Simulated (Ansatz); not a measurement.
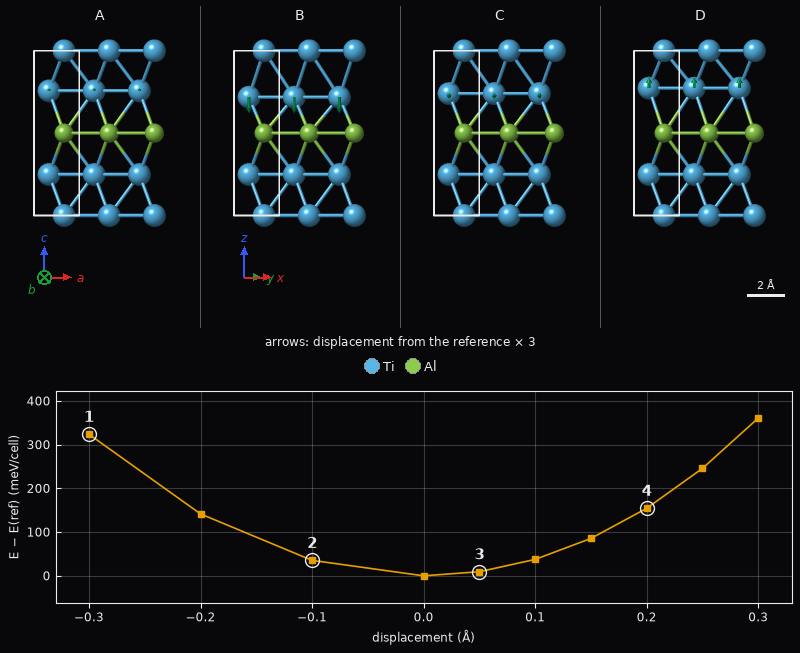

Solid Ti3Al (P-6m2): a Ti atom (one in each cell of 4 atoms) is moved along Cartesian [0 0 1], all else fixed. The frames are shuffled; the numbered points of the plot belong to them. The picture is a ball-and-stick view of the cell of the calculation, repeated 3 × 3 × 1 with one cell outlined, seen along the b axis. Green arrows: displacements from the reference.

All numbers below come from DFT PBEsol, scalar-relativistic, plane waves, PAW (Ansatz 0.2.0). Set-up: plane-wave cutoff 420 eV; k-point mesh 18 × 18 × 6; occupations gaussian; smearing width 0.15 eV; no spin polarisation. Energies (free energies at the smearing named) are counted from the relaxed crystal.

Question: Which frame belongs to which numbered point?

Answer: Point 1 is frame B (the displacement −0.30 Å, 324 meV/cell); 2 is frame C (the displacement −0.10 Å, 35 meV/cell); 3 is frame A (the displacement 0.05 Å, 9 meV/cell); 4 is frame D (the displacement 0.20 Å, 154 meV/cell). Of the computed points the lowest is at the displacement 0.00 Å, 0 meV/cell. The end points stand at 324 meV/cell (−0.30 Å) and 361 meV/cell (0.30 Å). The curvature at zero is about 7.3 eV/Å². The well is nearly symmetric. At the highest point the shortest interatomic distance is 2.59 Å, against 2.82 Å in the reference. The distortion takes the space group from P-6m2 to P3m1.
